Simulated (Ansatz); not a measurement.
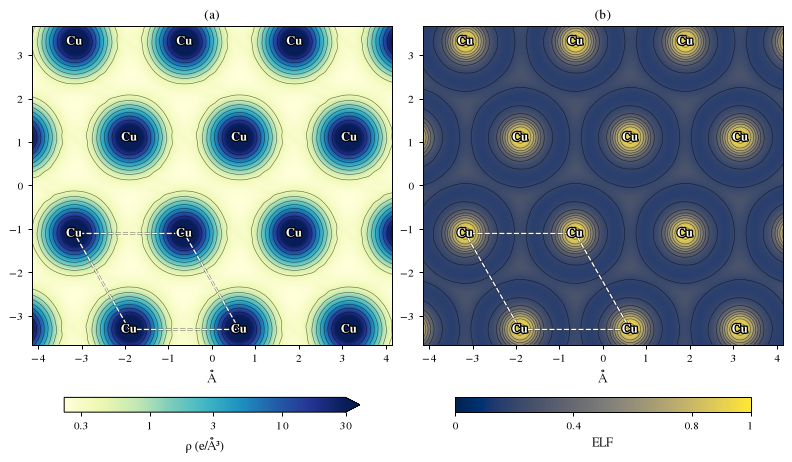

Cu. (a) valence pseudo-density; (b) electron localisation function on the (001) plane of the conventional cell.

Space group P-1; changed on purpose from its base cell (cell strained at random at fixed volume).

Theory: Kohn-Sham DFT of a periodic cell, PBE, Ansatz PAW (Ansatz).

Core electrons are frozen (PAW), and the valence fields are smoothed inside the atomic spheres.

The calculation's input:

```
crystal:
  lattice:
    - [-0.008578, 1.795752, 1.801688]
    - [1.82295, -0.024052, 1.817163]
    - [1.795326, 1.783602, 0.003572]
  atoms:
    - { symbol: Cu, position: [0.001456, -0.024293, 0.029321] }
hamiltonian:
  xc: pbe
  pseudopotentials: { kind: paw }
kpoints:
  mp_grid: { grid: [13, 13, 13] }
scf:
  occupations: { method: fermi_dirac, width: 0.05 }
output:
  forces: true
  stress: true
  eigenvalues: true
  write_density: true
  write_potential: true
  elf: true
  volumetric_format: npy
```

Run with:

```sh
ansatz run input.yaml --threads 1 --pin off --max-ram 2560MiB --backend cpu --events-out ev --progress --plain --runs-dir out
```

Below, planes, directions and counts refer to the conventional cell (a = 2.53 Å, b = 2.54 Å, c = 2.56 Å, α = 90.19°, β = 119.27°, γ = 119.74°).

> Interpret the plot.

The plane passes through Cu nuclei.
Cu–Cu (2.54 Å): ρ at the midpoint is about 0.27 e/Å³; the ELF is about 0.20 at the midpoint; no localised pair shows between them.
Cu–Cu (2.55 Å): ρ at the midpoint is about 0.27 e/Å³; the ELF is about 0.20 at the midpoint (no localised pair shows between them).
Between the atoms the lowest density in this plane is 0.22 e/Å³.
The features right at Cu lie inside the PAW spheres, where the map follows smoothed inner orbitals and isn't to be read closely.

> Does the calculation make it a metal, or give it a gap?

It is metallic or semimetallic at this level of theory: no gap opens.
